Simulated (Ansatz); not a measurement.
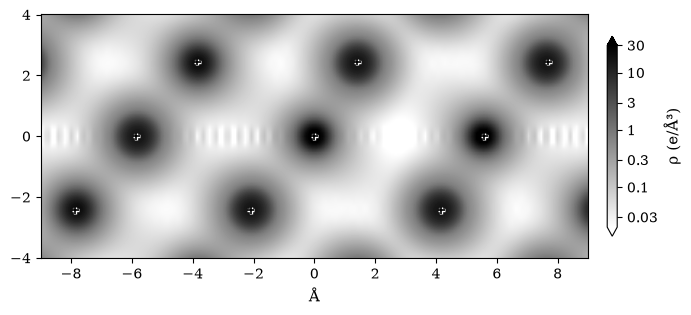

The valence pseudo-density on a plane through atoms (crosses mark nuclei in the plane).

Computed with Ansatz, DFT PBE, scalar-relativistic, plane waves, PAW.

Candidates:
A. NbAs, a = 3.47 Å, b = 3.47 Å, c = 11.75 Å, α = 90.00°, β = 90.00°, γ = 90.00°. Space group I4₁md.
B. MgO, a = 3.02 Å, b = 3.02 Å, c = 4.27 Å, α = 90.00°, β = 90.00°, γ = 90.00°. Space group I4mm; changed on purpose from its base cell (all O atoms moved +0.025 Å, as atom 2 along Cartesian [0 0 1]).
C. Ge$_{2}$Sb$_{2}$Te$_{5}$, a = 4.23 Å, b = 4.23 Å, c = 17.29 Å, α = 90.00°, β = 90.00°, γ = 120.00°. Space group P-3m1; a structure from a database of computed crystals, not necessarily the ambient phase; changed on purpose from its base cell (volume × 0.94, shape and atoms relaxed).

### Which system is this?

Candidate C: Ge$_{2}$Sb$_{2}$Te$_{5}$ on the (110) plane of the conventional cell, which holds Ge, Sb and Te. Ge–Te (2.82 Å): ρ is about 0.35 e/Å³ halfway. Sb–Te (3.16 Å): the density is about 0.23 e/Å³ at the midpoint.
